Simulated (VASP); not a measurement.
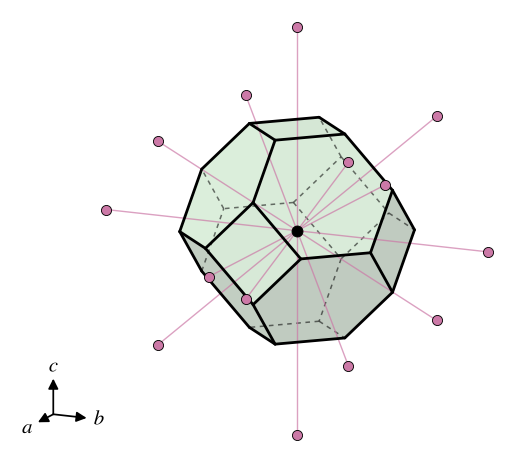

The Wigner–Seitz cell of the crystal's lattice, with lines to the lattice points that define its faces. Crystal: Ta, an entry of the Crystallography Open Database, as set up for an electronic-structure calculation. The drawing is computed from the coordinates (standard cell, symmetry found to 0.002 Å).

a = 3.303 Å, b = 3.303 Å, c = 3.303 Å, α = 90.00°, β = 90.00°, γ = 90.00°; lattice centring I.

**Which of Fedorov's five parallelohedra is it?**

A truncated octahedron: 14 faces (6 with 4 edges, 8 with 6 edges), 36 edges, 24 vertices. Its volume is that of the primitive cell, 18.0 Å³.

**Which lattice vectors do the faces bisect?**

| example | length (Å) | faces | edges of each | area (Å²) |
| --- | --- | --- | --- | --- |
| 1/2 a + 1/2 b + 1/2 c | 2.86 | 8 | 6 | 3.5 |
| a | 3.30 | 6 | 4 | 1.4 |
